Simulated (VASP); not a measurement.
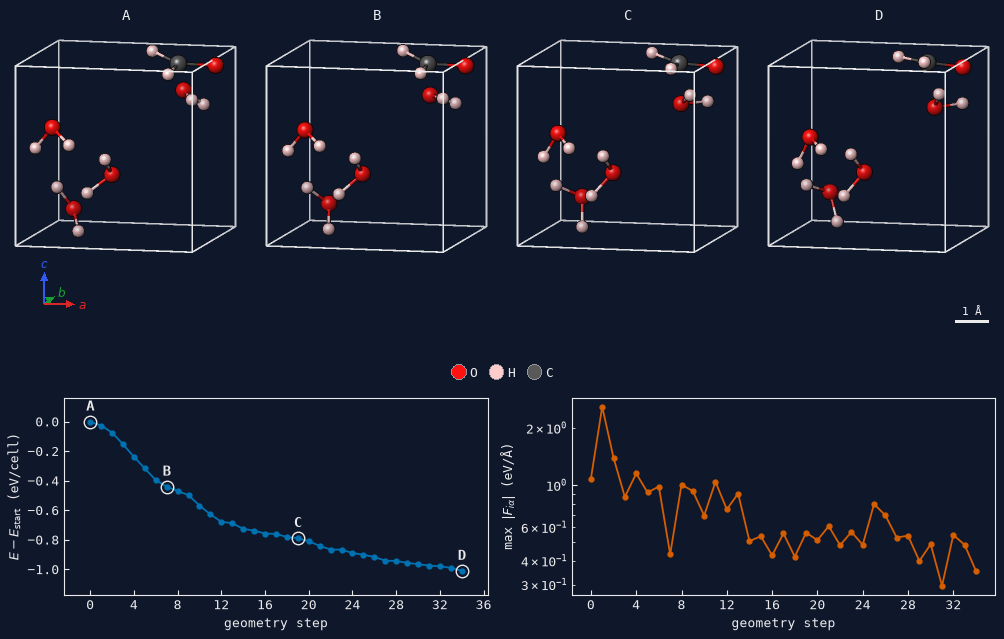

Frames of a relaxation of an amorphous cell of composition H10CO5, marked on the history of the run. Style: ball-and-stick. Shown: the cell of the calculation, slightly off an axis.

The run lets the atoms move in a fixed cell.

Theory: Kohn-Sham DFT of a periodic cell, PBE with D3(BJ), VASP PAW PBE potentials, recommended (VASP).

The input:
```
SYSTEM = H10CO5
PREC     = Accurate       ! precision mode
ENCUT    = 520            ! plane-wave cutoff, eV
EDIFF    = 1E-6           ! SCF threshold, eV
ISMEAR   = -1             ! smearing method
SIGMA    = 0.02           ! smearing width, eV
LREAL    = Auto         
LASPH    = .True.         ! aspherical terms in the spheres
NELM     = 100            ! most SCF steps
ALGO     = Fast           ! electronic algorithm
ISIF     = 2              ! what is computed and relaxed
LWAVE    = .False.        ! write WAVECAR
LCHARG   = .False.        ! write CHGCAR
GGA      = PE             ! functional
IVDW     = 12             ! dispersion correction
IBRION   = 2              ! ionic algorithm
NSW      = 35             ! ionic steps
EDIFFG   = -0.3           ! ionic threshold
```

Run as
```bash
cat potpaw_PBE.64/O/POTCAR potpaw_PBE.64/H/POTCAR potpaw_PBE.64/C/POTCAR > POTCAR
mpirun -np 1 vasp_gam > vasp.out
```

> What happens along the run?

The relaxation stopped without meeting its thresholds, so the last structure isn't shown to be converged. Over 34 geometry steps the energy falls by 1.011 eV per cell of the calculation. The largest force component goes from 1.1 to 0.35 eV/Å. An H atom moves most: 0.56 Å roughly along [2 −1 −3]. By element the largest moves are H 0.56 Å, O 0.54 Å, C 0.12 Å. The cell doesn't change. Some distances before and after: C–O 1.220 → 1.234 Å, H–O 0.969 → 0.980 Å, C–H 1.104 → 1.109 Å. Bond angles that change, for instance: H–O–H 104.0° → 99.1°, H–C–H 115.7° → 119.1°, O–C–H 122.2° → 120.0°. From step 0 to 7: O atoms move most (0.21 Å), energy −0.440 eV per cell of the calculation. From step 7 to 19: an O atom moves most (0.27 Å), energy −0.348 eV per cell of the calculation. From step 19 to 34: an H atom moves most (0.27 Å), energy −0.222 eV per cell of the calculation.

```json
{"step": "0", "E − E(0), meV/atom": "0.00", "largest force component, eV/Å": "1.0817"}
{"step": "1", "E − E(0), meV/atom": "-1.66", "largest force component, eV/Å": "2.5859"}
{"step": "2", "E − E(0), meV/atom": "-4.61", "largest force component, eV/Å": "1.3917"}
{"step": "3", "E − E(0), meV/atom": "-9.55", "largest force component, eV/Å": "0.8661"}
{"step": "4", "E − E(0), meV/atom": "-14.86", "largest force component, eV/Å": "1.1518"}
{"step": "5", "E − E(0), meV/atom": "-19.82", "largest force component, eV/Å": "0.9154"}
{"step": "6", "E − E(0), meV/atom": "-24.72", "largest force component, eV/Å": "0.9827"}
{"step": "7", "E − E(0), meV/atom": "-27.52", "largest force component, eV/Å": "0.4326"}
{"step": "8", "E − E(0), meV/atom": "-29.33", "largest force component, eV/Å": "1.0076"}
{"step": "9", "E − E(0), meV/atom": "-31.11", "largest force component, eV/Å": "0.9301"}
{"step": "10", "E − E(0), meV/atom": "-35.49", "largest force component, eV/Å": "0.6922"}
{"step": "11", "E − E(0), meV/atom": "-39.21", "largest force component, eV/Å": "1.0413"}
{"step": "13", "E − E(0), meV/atom": "-42.95", "largest force component, eV/Å": "0.9032"}
{"step": "14", "E − E(0), meV/atom": "-45.39", "largest force component, eV/Å": "0.5075"}
{"step": "15", "E − E(0), meV/atom": "-46.09", "largest force component, eV/Å": "0.5386"}
{"step": "16", "E − E(0), meV/atom": "-47.34", "largest force component, eV/Å": "0.4271"}
{"step": "18", "E − E(0), meV/atom": "-48.80", "largest force component, eV/Å": "0.4202"}
{"step": "19", "E − E(0), meV/atom": "-49.29", "largest force component, eV/Å": "0.5624"}
{"step": "20", "E − E(0), meV/atom": "-50.59", "largest force component, eV/Å": "0.5134"}
{"step": "21", "E − E(0), meV/atom": "-52.57", "largest force component, eV/Å": "0.6083"}
{"step": "23", "E − E(0), meV/atom": "-54.15", "largest force component, eV/Å": "0.5672"}
{"step": "24", "E − E(0), meV/atom": "-55.60", "largest force component, eV/Å": "0.4855"}
{"step": "25", "E − E(0), meV/atom": "-56.33", "largest force component, eV/Å": "0.7959"}
{"step": "26", "E − E(0), meV/atom": "-57.25", "largest force component, eV/Å": "0.6928"}
{"step": "28", "E − E(0), meV/atom": "-58.94", "largest force component, eV/Å": "0.5421"}
{"step": "29", "E − E(0), meV/atom": "-59.75", "largest force component, eV/Å": "0.3991"}
{"step": "30", "E − E(0), meV/atom": "-60.28", "largest force component, eV/Å": "0.4889"}
{"step": "31", "E − E(0), meV/atom": "-60.90", "largest force component, eV/Å": "0.2951"}
{"step": "33", "E − E(0), meV/atom": "-61.84", "largest force component, eV/Å": "0.4845"}
{"step": "34", "E − E(0), meV/atom": "-63.17", "largest force component, eV/Å": "0.3535"}
```

Limits of the set-up: the periodic images lie only 5.7 Å apart, so the values are limited by the cell's size.
